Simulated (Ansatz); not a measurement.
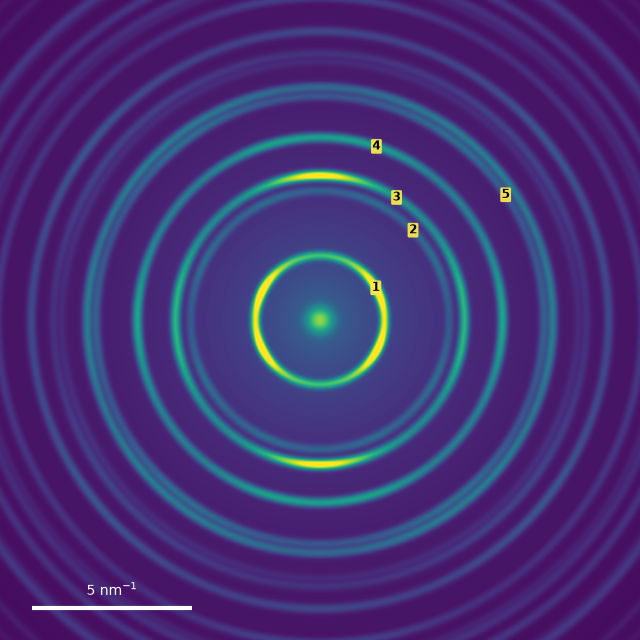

Simulated electron diffraction rings at 120 kV (λ = 0.0335 Å), scale in nm⁻¹ (radius = 1/d), for a sample with fibre texture (March–Dollase model, fibre axis vertical in the picture). Kinematic intensities with B = 0.5 Å² for all atoms, without multiple scattering; brightness goes as intensity to the power 0.5, clipped at the top. Reflections closer than the ring width show as one ring.

The sample is CrO2, space group P-3m1, a = 2.858 Å, b = 2.858 Å, c = 4.966 Å, α = 90.00°, β = 90.00°, γ = 120.00°. Structure used: the end point of a relaxation at fixed volume with DFT PBEsol, scalar-relativistic, plane waves, PAW (Ansatz 0.2.0); the starting structure was generated, so it need not be a known form of this composition.

Question: Index rings 1 to 5.

Answer:
```
ring     radius  d (Å)      hkl
   1  2.01 nm⁻¹   4.97      001
   2  4.04 nm⁻¹   2.47      100
   3  4.51 nm⁻¹   2.21      011
   4  5.70 nm⁻¹  1.753  102/012
   5  7.00 nm⁻¹  1.429      110
```

Question: Which lattice planes lie preferentially normal to the fibre axis?

Answer: The (0 1 1) planes: ring 3 is concentrated at the top and bottom of the pattern (March parameter 0.45).
